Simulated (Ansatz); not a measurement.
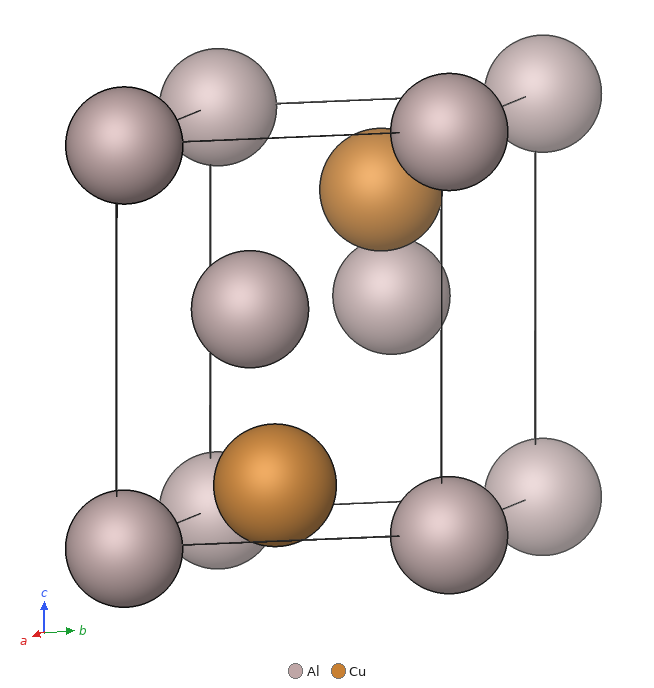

Spheres-only representation of a periodic structure, projected slightly off an axis. One simulation cell is framed, with atoms on its boundary repeated.

Full input:
```yaml
crystal:
  lattice:
    - [4.0349447929, -0.0002572732, -0.0030511259]
    - [-2.0176952016, 3.4833927811, 0.025590642]
    - [-0.0037102578, 0.0337909671, 4.8824695135]
  atoms:
    - { symbol: Al, position: [-0.0635345737, 0.0041780279, -0.0086505655] }
    - { symbol: Al, position: [0.1204054735, 0.5912936052, 0.5216376531] }
    - { symbol: Al, position: [0.6623039578, 0.3122405198, 0.5489259554] }
    - { symbol: Cu, position: [0.4048462827, 0.6412106728, 0.8101216121] }
    - { symbol: Cu, position: [0.8759788596, 0.4510771742, 0.1279653449] }
basis:
  ecutwfc: 420
kpoints:
  mp_grid: { grid: [12, 12, 8] }
hamiltonian:
  xc: lda
scf:
  occupations: { method: gaussian, width: 0.15 }
output:
  forces: true
  stress: true
  eigenvalues: true
```
Run as:
```sh
ansatz run input.yaml --threads 2 --pin off --max-ram 5120MiB --backend cpu --events-out ev --progress --plain --runs-dir out
```

The numbers come from Ansatz, DFT LDA, scalar-relativistic, plane waves, PAW, using plane waves up to 420 eV, the zone sampled with 12×12×8 points, Gaussian smearing of 0.15 eV, no spin polarisation.

Question: What is the band gap, if any?

Answer: A metal: bands cross the Fermi level.

Question: Which way would the volume go on relaxing?

Answer: The computed pressure is 62.2 GPa (compressed: it would expand). The stress isn't hydrostatic: its largest component is 87.1 GPa.

Its origin is a structure listed in the Materials Project. The cell was then strained or its atoms displaced on purpose. It was the input of a calculation with Ansatz.

At this level of theory the cell isn't at rest (compressed, at 62 GPa and forces up to 19.9 eV/Å), so its distances can differ from those at equilibrium, the more so the softer the solid.
